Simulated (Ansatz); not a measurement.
# HfB: what the fields show

```
Hf B
1.0
     2.27274   -2.27274    0.00000
     2.27274    2.27274    0.00000
     0.00000    0.00000    4.77274
Hf B
2 2
Direct
  0.50000 0.50000 0.00000
  0.00000 0.00000 0.50000
  0.00000 0.00000 0.00000
  0.50000 0.50000 0.50000
```

Space group I4/mmm; computed pressure about 31 GPa in this cell; computed without spin polarisation.

These are results of DFT PBE, scalar-relativistic, plane waves, PAW in Ansatz 0.2.0, not measurements.

In a PAW calculation such maps are meaningful between the atoms, not at the nuclei.

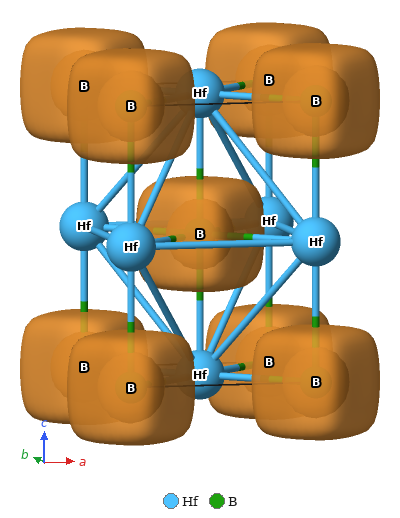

Figure 1. Isosurface of the ELF at 0.6 (orange), seen slightly off an axis. Only the valence region is drawn (cores and ρ < 0.01 e/Å³ removed). Sticks mark near contacts.

Question: Where are the electrons localised?

Answer: The ELF exceeds this value in two regions wrapped around B (the valence shell of each), counted in one cell of 4 atoms. Any copies at cell faces, edges or corners count once. Along the contacts the grid gives the following. Hf–B (2.27 Å): the ELF peaks at about 0.70 in the valence shell of B, 0.7 Å from its nucleus, and is about 0.25 at the midpoint. Hf–Hf (3.21 Å): the ELF is about 0.30 at the midpoint; no localised pair shows between them.

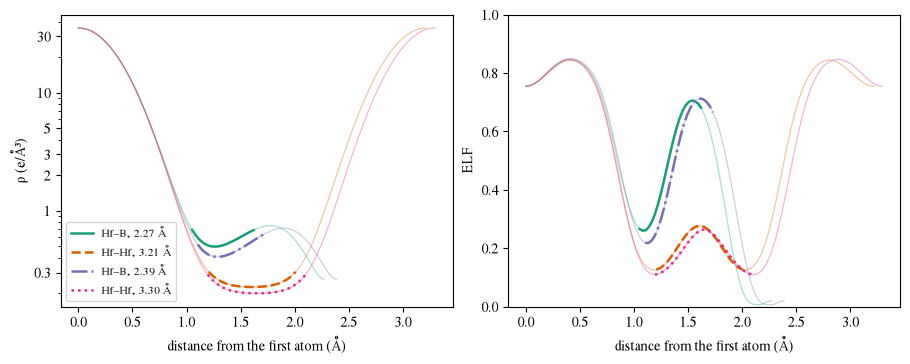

Figure 2. Valence charge density (pseudo) and ELF along straight lines between neighbouring atoms. Thin, pale parts lie inside the atomic spheres.

Question: What can be read from the curves?

Answer: Hf–B (2.27 Å): ρ is about 0.55 e/Å³ halfway; the ELF peaks at about 0.70 in the valence shell of B, 0.7 Å from its nucleus, and is about 0.25 at the midpoint.
Hf–Hf (3.21 Å): the density is about 0.23 e/Å³ at the midpoint; the ELF is about 0.30 at the midpoint (no localised pair shows between them).
Hf–B (2.39 Å): ρ is about 0.43 e/Å³ halfway; the ELF peaks at about 0.70 in the valence shell of B, 0.8 Å from its nucleus, and is about 0.25 at the midpoint.
Hf–Hf (3.30 Å): ρ is about 0.2 e/Å³ halfway; the ELF is about 0.25 at the midpoint: no localised pair shows between them.

Question: Metal or insulator at this level of theory?

Answer: It is gapless in this calculation (a metal or semimetal).
